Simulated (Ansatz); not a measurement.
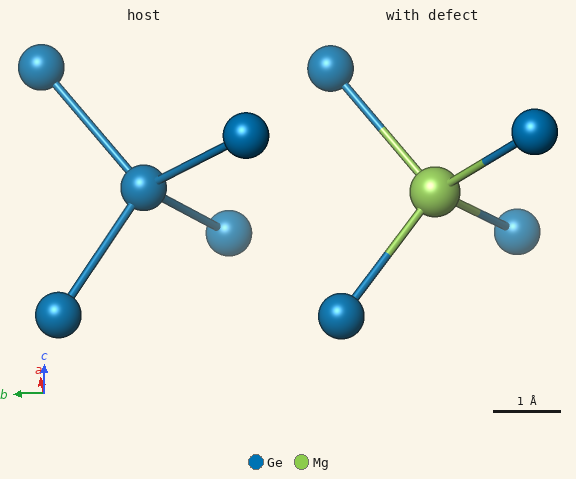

Left: perfect Ge. Right: the same region with one point defect, after relaxing the atoms in a supercell of 64 sites. The picture is a ball-and-stick view of the atoms within 3.3 Å of one point, seen from a free direction.

Method: DFT, PBEsol, PAW, plane waves in Ansatz 0.2.0. Set-up: plane-wave cutoff 420 eV; k-point mesh 1 × 1 × 1; mesh shifted by (0.25, 0.25, 0.25); no spin polarisation. Fermi-Dirac smearing of 0.01 eV. A uniform background neutralises the charged cell. The axes drawn are those of the host's conventional cell.

> What kind of defect was made?

A germanium atom is replaced by magnesium.

The charge state of the cell is −2.

> How does the lattice respond?

In the host the Ge atom has 4 Ge at 2.46 Å; the Mg atom ends with 4 Ge at 2.49 to 2.51 Å. Of the host's atoms, a germanium atom moves furthest from its site, by 0.08 Å. The Mg atom itself moves 0.08 Å from where it was put.

Limits of the set-up: the cell is charged, on a uniform background, and energies carry no finite-size correction.
